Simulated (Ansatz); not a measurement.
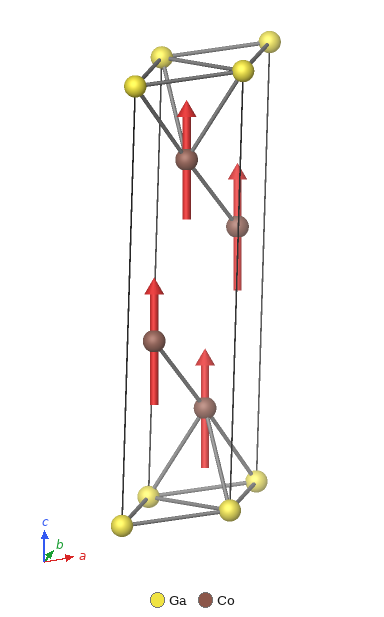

Crystal structure, ball-and-stick style, seen slightly off an axis. The frame is the cell (the run's own, in a reduced setting); atoms at its boundary are shown with their periodic copies. Arrows are the site magnetic moments above 0.25 μB; longer means larger, and red and blue are up and down (without spin-orbit coupling the axis itself is arbitrary).

This is the state reached for GaCo4. Theory: DFT PBE, scalar-relativistic, plane waves, PAW in Ansatz 0.2.0. Numerical settings: plane waves up to 420 eV, k-points about 0.16 Å⁻¹ apart, Gaussian smearing of 0.1 eV, collinear spins.

Question: Read the magnetic state from the picture.

Answer: Ferromagnetic (within this cell). Site moments: 4 Co +1.5 to +1.8 μB. The net spin moment of the whole cell is 6.3 μB, including what lies between the atoms and on sites without an arrow.

The structure comes from a structure listed in the Materials Project. Relaxation method: DFT PBE, scalar-relativistic, plane waves, PAW (Ansatz).
